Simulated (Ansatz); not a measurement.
## Geometry relaxation, with input and output: ZrS$_{2}$ (part 1 of 2)

ZrS$_{2}$ (P-3m1, 3 atoms in the cell), computed with DFT PBE+D3(BJ), scalar-relativistic, plane waves, PAW, no spin polarisation (Ansatz 0.2.0).

The structure derives from a Materials Project entry. Figures and captions count atoms from 1; the log counts them from 0 in places.

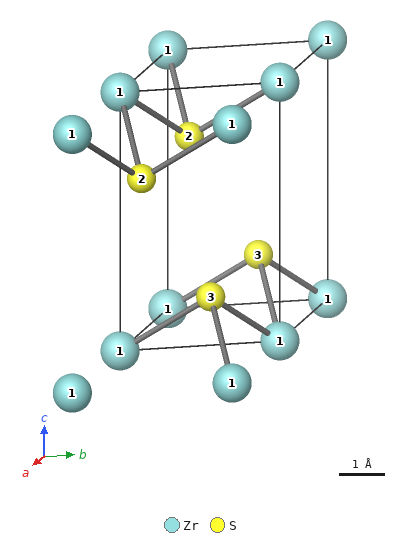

Figure 1. The starting structure (ball-and-stick view of the cell of the calculation, repeated 2 × 1 × 1, seen slightly off an axis; atoms are numbered from 1 in the order of the input). An atom can appear more than once, as a periodic image.

**Summary**

- outcome: converged
- space group (tolerance 0.01 Å): P-3m1 (164)
- electrons treated: 24
- free energy: −5993.6692 eV
- Fermi energy: 8.125 eV
- gap on the k-point mesh: 0.66 eV
- pressure: 0.00 GPa
- final volume: 65.45 Å³
- largest force (length of the vector) at the end: under 0.001 eV/Å
- final cell: a = 3.635 Å, b = 3.635 Å, c = 5.721 Å, α = 90.00°, β = 90.00°, γ = 120.00°
- hardware: 1 thread of Arm Neoverse V1, 24 GiB of memory available, shared host
- wall time: 58 s
- peak memory: 0.41 GiB

**Input**
```yaml
crystal:
  lattice:
    - [3.6913825498, 0.0, 0.0]
    - [-1.8456912749, 3.1968310632, 0.0]
    - [0.0, 0.0, 6.04107701]
  atoms:
    - { symbol: Zr, position: [0.0, 0.0, 0.0] }
    - { symbol: S, position: [0.66666667, 0.33333333, 0.76209003] }
    - { symbol: S, position: [0.33333333, 0.66666667, 0.23790997] }
basis:
  ecutwfc: 420
kpoints:
  mp_grid: { grid: [12, 12, 6] }
hamiltonian:
  xc: pbe
  dispersion: d3bj
scf:
  occupations: { method: gaussian, width: 0.02 }
output:
  forces: true
  stress: true
  eigenvalues: true
  write_density: true
  write_potential: true
  elf: true
  volumetric_format: npy
relax:
  adjacent_minimum: "off"
  f_tol: 0.005
  max_steps: 80
  cell: { stress_tol: 0.05 }
```

Run as:
```bash
ansatz run input.yaml --threads 1 --pin off --max-ram 2560MiB --backend cpu --events-out ev --progress --plain --runs-dir out
```

**The program's output**
```
Engine: ansatz 0.2.0, aarch64-unknown-linux-gnu
Pseudopotentials: kind: paw
Pseudopotential: Zr, paw, valence charge 12, recommended cutoff 420 eV (normal), Zr.paw.azcp
Pseudopotential: S, paw, valence charge 6, recommended cutoff 420 eV (normal), S.paw.azcp
Functional definition: PBE
  parameter kappa = 0.804
  parameter beta = 0.06672455060314922
  exchange = pbe_x(kappa = kappa, mu = beta*pi^2/3)
  correlation = pbe_c(beta = beta)
Crystal: 3 atoms, lattice volume = 71.289 Å³
Basis set: ecut = 420 eV, 1389 PW (Γ), exchange–correlation on 50×50×90 points (8 copies of the dense FFT grid, shifted against one another)
Bands: 16, of which v1, the nominal top of the filled ones, is band 12 counted from 1 (11 counted from 0)
Symmetry: 12 space group operations
Space group: P-3m1 (ITA 164), of the structure as read, at distance tolerance 4.1e-5 Å
k-points: 100 of 864
Non-local potential: Zr, projectors of the file, l = 0: 3, l = 1: 2, l = 2: 2, l = 3: 2
Non-local potential: S, projectors of the file, l = 0: 2, l = 1: 2, l = 2: 2
PAW form: soft (Blöchl's): semilocal exchange-correlation on the pseudo side does not see the compensation charge
PAW one-centre angular grid: Zr, 590 points (default); XC on 64 Gauss nodes
PAW one-centre angular grid: S, 110 points (default); XC on 64 Gauss nodes
Initial density: superposition of atomic densities (neutral atoms: chi_scale 0, normalization atom), corrected by the library's trained network
Initial wavefunctions: pseudopotential atomic-orbital guess
Functional: x = pbe(κ = 0.804, μ = 0.2195149727645171), c = pbe(β = 0.06672455060314922)
SCF iter   1: F=—  HF=-5993.629180 eV  |F-HF|=—  |Δ(HF+E_count)|=         —  Δρ=1.28e-3  dr2=1.81e-3  ethr=1.77e-3  ⟨swp⟩=6.0  Hψ=9069  notcnv=0
preconditioner: auto → Resta (q_TF=auto, 2.276 Å⁻¹)  ε∞=6.2  [insulator: Δε(μ)=1.031 eV  Ē_g=7.720 eV  σ=0.020 eV  W_gap=1.00  n_scr=22 (ndim 8)  ℏωp=17.6 eV  f_vac=0.029  D(μ)=0.00/eV (n_scr^D=0)  ε∞_Penn≈6.2]
SCF iter   2: F=—  HF=-5993.628436 eV  |F-HF|=—  |Δ(HF+E_count)|=   7.43e-4  Δρ=6.60e-4  dr2=3.41e-4  ethr=7.55e-6  ⟨swp⟩=2.2  Hψ=3461  notcnv=0
SCF iter   3: F=—  HF=-5993.628645 eV  |F-HF|=—  |Δ(HF+E_count)|=   2.08e-4  Δρ=1.81e-4  dr2=2.44e-5  ethr=1.42e-6  ⟨swp⟩=2.0  Hψ=2232  notcnv=0
SCF iter   4: F=—  HF=-5993.628665 eV  |F-HF|=—  |Δ(HF+E_count)|=   2.07e-5  Δρ=5.62e-5  dr2=3.37e-6  ethr=1.02e-7  ⟨swp⟩=2.0  Hψ=2156  notcnv=0
SCF iter   5: F=—  HF=-5993.628668 eV  |F-HF|=—  |Δ(HF+E_count)|=   2.98e-6  Δρ=1.27e-5  dr2=2.01e-7  ethr=1.40e-8  ⟨swp⟩=2.0  Hψ=2303  notcnv=0
SCF iter   6: F=-5993.628669 eV  HF=-5993.628669 eV  |F-HF|=1.79e-9  |Δ(HF+E_count)|=   2.03e-7  Δρ=4.24e-6  dr2=2.55e-8  ethr=4.17e-10  ⟨swp⟩=9.5  Hψ=10733  notcnv=0
SCF 1 converged in 6 iterations: F = -5993.628669 eV  dr2 = 2.55e-8
  greatest PAW one-centre occupation: 0.995 electrons in one spin orbital (limit 2), on the Zr atom at site 0 (counted from 0), in its partial waves of l = 0
relax step   1: F+E_penalty+E_count = -5993.62866862 eV  Δ(F+E_penalty+E_count) = +0.000e0 eV  max|allowed force component| = 5.809e-2 eV/Å  Δτ_max = 0.0000 Å  P = -1.910 GPa  Ω = 71.289 Å³  (6 SCF iters, dr2 threshold 1.00e-7 eV, accepted)
Crystal: 3 atoms, lattice volume = 63.872 Å³
Basis set: ecut = 420 eV, 1237 PW (Γ), exchange–correlation on 50×50×90 points (8 copies of the dense FFT grid, shifted against one another)
Initial density: handed on by an earlier stage of this run
Initial wavefunctions: those handed on with the density
iter 1 solved again at ethr=1.12e-3 eV; its pass at ethr=3.10e-3 eV (dr2=2.68e-1 eV) is discarded
SCF iter   1: F=—  HF=-5993.689789 eV  |F-HF|=—  |Δ(HF+E_count)|=         —  Δρ=1.04e-2  dr2=2.71e-1  ethr=1.12e-3  ⟨swp⟩=1.0  Hψ=11287  notcnv=0
preconditioner: auto → Resta (q_TF=auto, 2.318 Å⁻¹)  ε∞=6.7  [insulator: Δε(μ)=0.344 eV  Ē_g=7.812 eV  σ=0.020 eV  W_gap=1.00  n_scr=22 (ndim 8)  ℏωp=18.6 eV  f_vac=0.002  D(μ)=0.00/eV (n_scr^D=0)  ε∞_Penn≈6.7]
SCF iter   2: F=—  HF=-5993.640550 eV  |F-HF|=—  |Δ(HF+E_count)|=   4.92e-2  Δρ=4.43e-3  dr2=2.62e-2  ethr=1.12e-3  ⟨swp⟩=2.0  Hψ=2398  notcnv=0
SCF iter   3: F=—  HF=-5993.634269 eV  |F-HF|=—  |Δ(HF+E_count)|=   6.28e-3  Δρ=1.82e-3  dr2=5.58e-3  ethr=1.09e-4  ⟨swp⟩=2.1  Hψ=2509  notcnv=0
SCF iter   4: F=—  HF=-5993.633517 eV  |F-HF|=—  |Δ(HF+E_count)|=   7.52e-4  Δρ=6.70e-4  dr2=4.05e-4  ethr=2.32e-5  ⟨swp⟩=2.0  Hψ=2523  notcnv=0
SCF iter   5: F=—  HF=-5993.633731 eV  |F-HF|=—  |Δ(HF+E_count)|=   2.14e-4  Δρ=1.28e-4  dr2=1.07e-5  ethr=1.69e-6  ⟨swp⟩=2.0  Hψ=2374  notcnv=0
SCF iter   6: F=—  HF=-5993.633767 eV  |F-HF|=—  |Δ(HF+E_count)|=   3.67e-5  Δρ=2.00e-5  dr2=3.04e-7  ethr=4.47e-8  ⟨swp⟩=2.0  Hψ=2353  notcnv=0
SCF iter   7: F=-5993.633768 eV  HF=-5993.633768 eV  |F-HF|=8.93e-8  |Δ(HF+E_count)|=   7.01e-7  Δρ=6.47e-6  dr2=3.90e-8  ethr=1.25e-9  ⟨swp⟩=10.1  Hψ=11667  notcnv=0
SCF 2 converged in 7 iterations: F = -5993.633768 eV  dr2 = 3.90e-8
relax step   2: F+E_penalty+E_count = -5993.63376826 eV  Δ(F+E_penalty+E_count) = -5.100e-3 eV  max|allowed force component| = 3.386e-1 eV/Å  Δτ_max = 0.1459 Å  P = +0.458 GPa  Ω = 63.872 Å³  energy of the carried Pulay correction = +7.503e-4 eV  (7 SCF iters, dr2 threshold 3.00e-7 eV, accepted)
Crystal: 3 atoms, lattice volume = 66.318 Å³
Basis set: ecut = 420 eV, 1279 PW (Γ), exchange–correlation on 50×50×90 points (8 copies of the dense FFT grid, shifted against one another)
iter 1 solved again at ethr=1.88e-4 eV; its pass at ethr=3.10e-3 eV (dr2=4.52e-2 eV) is discarded
SCF iter   1: F=—  HF=-5993.676309 eV  |F-HF|=—  |Δ(HF+E_count)|=         —  Δρ=4.15e-3  dr2=4.28e-2  ethr=1.88e-4  ⟨swp⟩=1.0  Hψ=11413  notcnv=0
preconditioner: auto → Resta (q_TF=auto, 2.303 Å⁻¹)  ε∞=6.3  [insulator: Δε(μ)=0.801 eV  Ē_g=7.916 eV  σ=0.020 eV  W_gap=1.00  n_scr=22 (ndim 8)  ℏωp=18.2 eV  f_vac=0.014  D(μ)=0.00/eV (n_scr^D=0)  ε∞_Penn≈6.3]
SCF iter   2: F=—  HF=-5993.668314 eV  |F-HF|=—  |Δ(HF+E_count)|=   7.99e-3  Δρ=1.78e-3  dr2=4.32e-3  ethr=1.79e-4  ⟨swp⟩=2.0  Hψ=2401  notcnv=0
SCF iter   3: F=—  HF=-5993.667392 eV  |F-HF|=—  |Δ(HF+E_count)|=   9.22e-4  Δρ=7.70e-4  dr2=9.59e-4  ethr=1.80e-5  ⟨swp⟩=2.4  Hψ=2187  notcnv=0
SCF iter   4: F=—  HF=-5993.667311 eV  |F-HF|=—  |Δ(HF+E_count)|=   8.07e-5  Δρ=2.64e-4  dr2=6.62e-5  ethr=3.99e-6  ⟨swp⟩=2.0  Hψ=2099  notcnv=0
SCF iter   5: F=—  HF=-5993.667365 eV  |F-HF|=—  |Δ(HF+E_count)|=   5.35e-5  Δρ=5.56e-5  dr2=2.33e-6  ethr=2.76e-7  ⟨swp⟩=2.0  Hψ=2359  notcnv=0
SCF iter   6: F=-5993.667369 eV  HF=-5993.667368 eV  |F-HF|=9.22e-8  |Δ(HF+E_count)|=   3.66e-6  Δρ=8.91e-6  dr2=7.40e-8  ethr=1.25e-9  ⟨swp⟩=11.5  Hψ=12739  notcnv=0
SCF 3 converged in 6 iterations: F = -5993.667369 eV  dr2 = 7.40e-8
relax step   3: F+E_penalty+E_count = -5993.66736859 eV  Δ(F+E_penalty+E_count) = -3.360e-2 eV  max|allowed force component| = 7.117e-3 eV/Å  Δτ_max = 0.0589 Å  P = -0.164 GPa  Ω = 66.318 Å³  energy of the carried Pulay correction = +4.939e-4 eV  (6 SCF iters, dr2 threshold 3.00e-7 eV, accepted)
Crystal: 3 atoms, lattice volume = 65.504 Å³
Basis set: ecut = 420 eV, 1255 PW (Γ), exchange–correlation on 50×50×90 points (8 copies of the dense FFT grid, shifted against one another)
iter 1 solved again at ethr=4.11e-6 eV; its pass at ethr=3.10e-3 eV (dr2=9.87e-4 eV) is discarded
SCF iter   1: F=—  HF=-5993.669778 eV  |F-HF|=—  |Δ(HF+E_count)|=         —  Δρ=1.05e-3  dr2=1.03e-3  ethr=4.11e-6  ⟨swp⟩=2.0  Hψ=11846  notcnv=0
preconditioner: auto → Resta (q_TF=auto, 2.308 Å⁻¹)  ε∞=6.4  [insulator: Δε(μ)=0.654 eV  Ē_g=7.868 eV  σ=0.020 eV  W_gap=1.00  n_scr=22 (ndim 8)  ℏωp=18.4 eV  f_vac=0.008  D(μ)=0.00/eV (n_scr^D=0)  ε∞_Penn≈6.4]
SCF iter   2: F=—  HF=-5993.669625 eV  |F-HF|=—  |Δ(HF+E_count)|=   1.53e-4  Δρ=5.65e-4  dr2=2.72e-4  ethr=4.11e-6  ⟨swp⟩=2.1  Hψ=2146  notcnv=0
SCF iter   3: F=—  HF=-5993.669627 eV  |F-HF|=—  |Δ(HF+E_count)|=   2.07e-6  Δρ=1.17e-4  dr2=2.27e-5  ethr=1.13e-6  ⟨swp⟩=2.0  Hψ=2344  notcnv=0
SCF iter   4: F=—  HF=-5993.669631 eV  |F-HF|=—  |Δ(HF+E_count)|=   3.40e-6  Δρ=5.36e-5  dr2=2.75e-6  ethr=9.47e-8  ⟨swp⟩=2.4  Hψ=2241  notcnv=0
SCF iter   5: F=-5993.669633 eV  HF=-5993.669633 eV  |F-HF|=1.51e-7  |Δ(HF+E_count)|=   2.38e-6  Δρ=1.34e-5  dr2=1.85e-7  ethr=1.25e-9  ⟨swp⟩=7.0  Hψ=10818  notcnv=0
SCF 4 converged in 5 iterations: F = -5993.669633 eV  dr2 = 1.85e-7
relax step   4: F+E_penalty+E_count = -5993.66963306 eV  Δ(F+E_penalty+E_count) = -2.264e-3 eV  max|allowed force component| = 2.008e-2 eV/Å  Δτ_max = 0.0189 Å  P = -0.112 GPa  Ω = 65.504 Å³  energy of the carried Pulay correction = +5.782e-4 eV  (5 SCF iters, dr2 threshold 3.00e-7 eV, accepted)
Crystal: 3 atoms, lattice volume = 65.409 Å³
iter 1 solved again at ethr=2.21e-7 eV; its pass at ethr=3.10e-3 eV (dr2=5.32e-5 eV) is discarded
SCF iter   1: F=—  HF=-5993.669658 eV  |F-HF|=—  |Δ(HF+E_count)|=         —  Δρ=1.36e-4  dr2=5.39e-5  ethr=2.21e-7  ⟨swp⟩=2.9  Hψ=10433  notcnv=0
preconditioner: auto → Resta (q_TF=auto, 2.308 Å⁻¹)  ε∞=6.4  [insulator: Δε(μ)=0.658 eV  Ē_g=7.877 eV  σ=0.020 eV  W_gap=1.00  n_scr=22 (ndim 8)  ℏωp=18.4 eV  f_vac=0.009  D(μ)=0.00/eV (n_scr^D=0)  ε∞_Penn≈6.4]
SCF iter   2: F=—  HF=-5993.669670 eV  |F-HF|=—  |Δ(HF+E_count)|=   1.14e-5  Δρ=5.37e-5  dr2=5.63e-6  ethr=2.21e-7  ⟨swp⟩=2.4  Hψ=2105  notcnv=0
SCF iter   3: F=—  HF=-5993.669669 eV  |F-HF|=—  |Δ(HF+E_count)|=   1.19e-6  Δρ=2.38e-5  dr2=1.18e-6  ethr=2.35e-8  ⟨swp⟩=2.3  Hψ=2189  notcnv=0
SCF iter   4: F=—  HF=-5993.669669 eV  |F-HF|=—  |Δ(HF+E_count)|=   1.92e-8  Δρ=8.75e-6  dr2=6.65e-8  ethr=4.92e-9  ⟨swp⟩=2.0  Hψ=2200  notcnv=0
SCF iter   5: F=-5993.669669 eV  HF=-5993.669669 eV  |F-HF|=4.19e-9  |Δ(HF+E_count)|=   7.83e-8  Δρ=1.72e-6  dr2=2.51e-9  ethr=2.45e-10  ⟨swp⟩=8.5  Hψ=9351  notcnv=0
SCF 5 converged in 5 iterations: F = -5993.669669 eV  dr2 = 2.51e-9
relax step   5: F+E_penalty+E_count = -5993.66966862 eV  Δ(F+E_penalty+E_count) = -3.556e-5 eV  max|allowed force component| = 9.932e-3 eV/Å  Δτ_max = 0.0009 Å  P = +0.076 GPa  Ω = 65.409 Å³  energy of the carried Pulay correction = +5.881e-4 eV  (5 SCF iters, dr2 threshold 5.88e-8 eV, accepted)
Crystal: 3 atoms, lattice volume = 65.453 Å³
iter 1 solved again at ethr=5.25e-8 eV; its pass at ethr=3.10e-3 eV (dr2=1.26e-5 eV) is discarded
SCF iter   1: F=—  HF=-5993.669658 eV  |F-HF|=—  |Δ(HF+E_count)|=         —  Δρ=6.47e-5  dr2=1.24e-5  ethr=5.25e-8  ⟨swp⟩=1.0  Hψ=9320  notcnv=0
preconditioner: auto → Resta (q_TF=auto, 2.308 Å⁻¹)  ε∞=6.4  [insulator: Δε(μ)=0.661 eV  Ē_g=7.876 eV  σ=0.020 eV  W_gap=1.00  n_scr=22 (ndim 8)  ℏωp=18.4 eV  f_vac=0.009  D(μ)=0.00/eV (n_scr^D=0)  ε∞_Penn≈6.4]
SCF iter   2: F=—  HF=-5993.669677 eV  |F-HF|=—  |Δ(HF+E_count)|=   1.86e-5  Δρ=2.30e-5  dr2=1.11e-6  ethr=5.15e-8  ⟨swp⟩=2.5  Hψ=2085  notcnv=0
SCF iter   3: F=—  HF=-5993.669676 eV  |F-HF|=—  |Δ(HF+E_count)|=   2.91e-7  Δρ=9.22e-6  dr2=1.90e-7  ethr=4.64e-9  ⟨swp⟩=2.0  Hψ=2171  notcnv=0
SCF iter   4: F=-5993.669676 eV  HF=-5993.669676 eV  |F-HF|=5.63e-9  |Δ(HF+E_count)|=   3.12e-8  Δρ=3.54e-6  dr2=1.09e-8  ethr=6.18e-11  ⟨swp⟩=6.2  Hψ=9743  notcnv=0
SCF 6 converged in 4 iterations: F = -5993.669676 eV  dr2 = 1.09e-8
relax step   6: F+E_penalty+E_count = -5993.66967626 eV  Δ(F+E_penalty+E_count) = -7.643e-6 eV  max|allowed force component| = 3.543e-5 eV/Å  Δτ_max = 0.0002 Å  P = +0.001 GPa  Ω = 65.453 Å³  energy of the carried Pulay correction = +5.835e-4 eV  (4 SCF iters, dr2 threshold 1.48e-8 eV, accepted)
Basis set: ecut = 420 eV, 1255 PW (Γ), exchange–correlation on 50×50×80 points (8 copies of the dense FFT grid, shifted against one another)
Initial wavefunctions: pseudopotential atomic-orbital guess (no wavefunctions were taken with the density)
iter 1 solved again at ethr=1.73e-7 eV; its pass at ethr=3.10e-3 eV (dr2=4.14e-5 eV) is discarded
SCF iter   1: F=—  HF=-5993.669196 eV  |F-HF|=—  |Δ(HF+E_count)|=         —  Δρ=6.76e-5  dr2=3.37e-7  ethr=1.73e-7  ⟨swp⟩=3.0  Hψ=12827  notcnv=0
preconditioner: auto → Resta (q_TF=auto, 2.308 Å⁻¹)  ε∞=6.4  [insulator: Δε(μ)=0.660 eV  Ē_g=7.875 eV  σ=0.020 eV  W_gap=1.00  n_scr=22 (ndim 8)  ℏωp=18.4 eV  f_vac=0.008  D(μ)=0.00/eV (n_scr^D=0)  ε∞_Penn≈6.4]
SCF iter   2: F=—  HF=-5993.669224 eV  |F-HF|=—  |Δ(HF+E_count)|=   2.73e-5  Δρ=3.54e-5  dr2=9.18e-8  ethr=1.41e-9  ⟨swp⟩=2.1  Hψ=2604  notcnv=0
SCF iter   3: F=—  HF=-5993.669224 eV  |F-HF|=—  |Δ(HF+E_count)|=   2.95e-7  Δρ=1.32e-6  dr2=1.06e-9  ethr=3.83e-10  ⟨swp⟩=2.2  Hψ=2706  notcnv=0
SCF iter   4: F=—  HF=-5993.669224 eV  |F-HF|=—  |Δ(HF+E_count)|=  6.69e-10  Δρ=3.86e-7  dr2=1.48e-10  ethr=4.40e-12  ⟨swp⟩=2.0  Hψ=2194  notcnv=0
SCF iter   5: F=-5993.669224 eV  HF=-5993.669224 eV  |F-HF|=1.55e-11  |Δ(HF+E_count)|=  1.68e-10  Δρ=1.02e-7  dr2=1.17e-11  ethr=1.00e-12  ⟨swp⟩=6.0  Hψ=7494  notcnv=0
SCF 7 converged in 5 iterations: F = -5993.669224 eV  dr2 = 1.17e-11
relax step   7: F+E_penalty+E_count = -5993.66922412 eV  Δ(F+E_penalty+E_count) = +4.521e-4 eV  max|allowed force component| = 2.350e-4 eV/Å  Δτ_max = 0.0000 Å  P = -0.004 GPa  Ω = 65.453 Å³  stress off target by 6.25e-3 GPa  SCF on the basis re-selected at this cell (its energy is not comparable with the rows above)  (5 SCF iters)
```

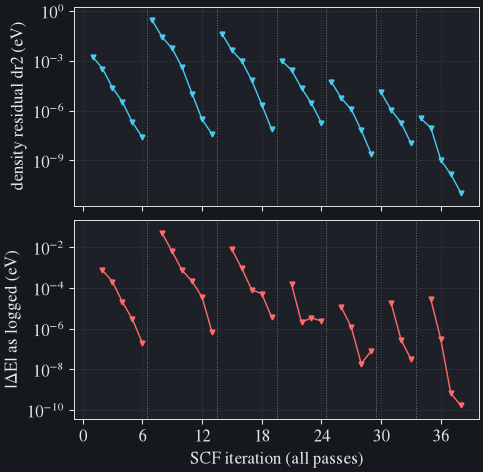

Figure 2. Convergence of the self-consistent field: density residual dr2 and size of the energy change against the SCF iteration. The dotted lines part the SCF passes of the relaxation: geometry steps, rejected trials and re-solves on a re-selected basis. The 7 passes take 4 to 7 iterations each, 38 in all.
